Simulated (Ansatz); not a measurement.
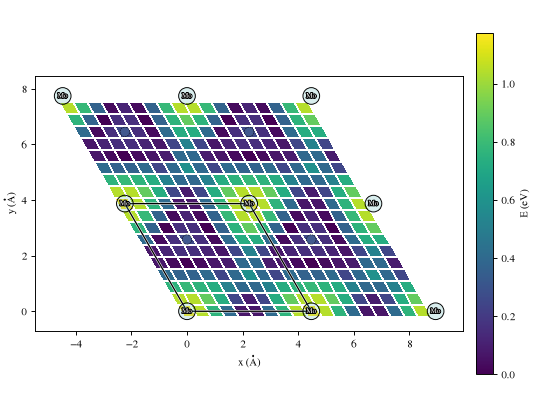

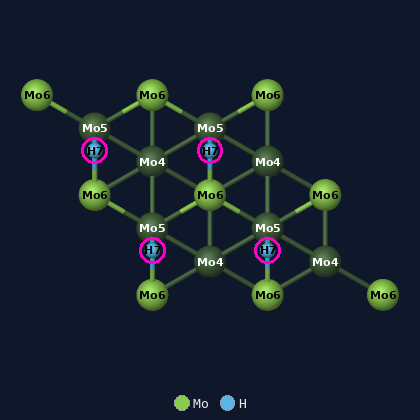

Energy landscape of H on a Mo(111) slab cut from the Im-3m phase, its upper half relaxed before the scan (6 atoms of substrate and one adsorbate in a 1 × 1 cell). H is moved over the surface cell; relaxed at each place: the height of the adsorbate's atoms; substrate rigid; the origin of the map has the adsorbate above Mo6. Places are given modulo a cell vector. The map is drawn in real space over the plane of the surface. Grid: 9 × 9 points; 19 points were computed and 62 follow by symmetry. All energies are given in eV relative to the lowest grid point. The relaxed height changes by up to 1.0 Å between neighbouring points. With one adsorbate in each 1 × 1 cell, its nearest image is 4.5 Å away, so neighbouring adsorbates interact. All numbers below come from Ansatz, DFT PBE, scalar-relativistic, plane waves, PAW. Settings: cutoff 420 eV, k-mesh 6×6×1, gaussian smearing 0.1 eV, no spin polarisation.

The picture shows one coloured cell a grid point, labelled circles for the atoms of the top layer and small ones for the second layer, the outline of one cell of the 2 × 2 shown. The second picture is the structure at the lowest point; rings mark the moved atoms.

> Describe this landscape.

The lowest grid point is at (2/9, 4/9) of the cell vectors [nearest 2 Mo at 1.92 Å]. The same energy is found at (2/9, 7/9) of the cell vectors [nearest 2 Mo at 1.92 Å]; (5/9, 7/9) of the cell vectors [nearest 2 Mo at 1.92 Å]. The highest grid point, the top site over a surface Mo atom, (0/9, 0/9) of the cell vectors, lies 1.17 eV above the lowest. At the lowest point the adsorbate has 2 Mo at 1.92 Å as nearest neighbours, at the highest 1 Mo at 1.79 Å. Its relaxed height above the top atom is 0.90 Å at the lowest and 1.79 Å at the highest point.

The values on the grid:

```tsv
second ↓, first →	0/9	1/9	2/9	3/9	4/9	5/9	6/9	7/9	8/9
8/9	1.04	0.79	0.37	0.03	0.12	0.03	0.37	0.79	1.04
7/9	0.76	0.37	0.00	0.16	0.16	0.00	0.37	0.76	0.89
6/9	0.41	0.03	0.16	0.26	0.16	0.03	0.41	0.73	0.73
5/9	0.07	0.12	0.16	0.16	0.12	0.07	0.25	0.52	0.25
4/9	0.07	0.03	0.00	0.03	0.07	0.09	0.40	0.40	0.09
3/9	0.41	0.37	0.37	0.41	0.25	0.40	0.59	0.40	0.25
2/9	0.76	0.79	0.76	0.73	0.52	0.40	0.40	0.52	0.73
1/9	1.04	1.04	0.89	0.73	0.25	0.09	0.25	0.73	0.89
0/9	1.17	1.04	0.76	0.41	0.07	0.07	0.41	0.76	1.04
```

The whole map (19 points run) took 12 min on 1 thread of Intel(R) Xeon(R) 6975P-C (Granite Rapids), with other jobs on the host.

PAW datasets: the set soft_1.
